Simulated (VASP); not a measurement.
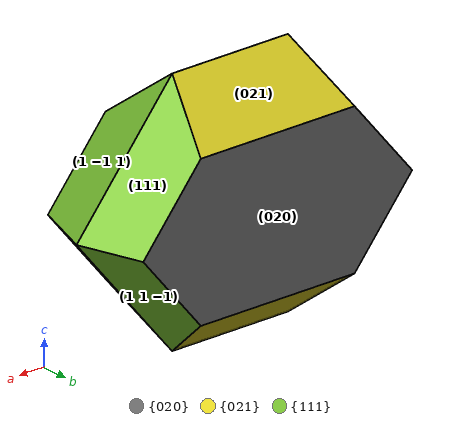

As, space group Cmce (No. 64), a = 3.650 Å, b = 11.000 Å, c = 4.470 Å, α = 90.00°, β = 90.00°, γ = 90.00°. Crystal habit computed by the BFDH rule (growth rate of a face proportional to 1/d, systematic absences taken into account). This is a geometric estimate, not an energy calculation. Source: an entry of the Crystallography Open Database, as set up for an electronic-structure calculation. Forms under 0.4 % of the area are left out.

Q: Why is the form written {020} rather than {010}?

A: The reflection 010 is extinguished by the lattice centring of Cmce: equivalent layers repeat every d/2 = 5.500 Å, and the rule uses that shorter spacing.

Q: How many faces does the whole crystal have, by form?

A: 14 faces: 2 of {020}, 8 of {111} and 4 of {021}.

Q: List the forms with their spacings and shares.

A:
```json
{"form": "{020}", "faces": "2", "d (Å)": "5.500", "share of area (%)": "38.0"}
{"form": "{111}", "faces": "8", "d (Å)": "2.738", "share of area (%)": "36.6"}
{"form": "{021}", "faces": "4", "d (Å)": "3.469", "share of area (%)": "25.4"}
```
